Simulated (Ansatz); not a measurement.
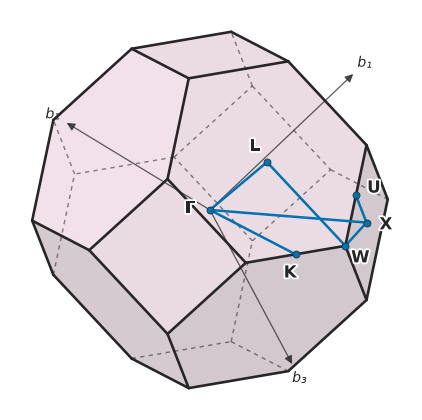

The figure shows the first Brillouin zone with its special points and a band path. Crystal: SrO, coordinates from a relaxation with DFT PBE, scalar-relativistic, plane waves, PAW in Ansatz 0.2.0. Geometry calculated from the standardised cell; symmetry tolerance 0.002 Å.

Labels and path follow the convention of Hinuma et al. (2017), as computed by seekpath; the arrows show the directions of the reciprocal primitive vectors b₁, b₂, b₃.

**What lattice type do the shape and the labels point to?**

A face-centred cubic lattice (cF; extended symbol cF2). The zone is a truncated octahedron in its combinatorial type: 14 faces (6 with 4 edges, 8 with 6 edges), 36 edges, 24 vertices.

**Write the standard path through the labelled points.**

Γ–X–U | K–Γ–L–W–X
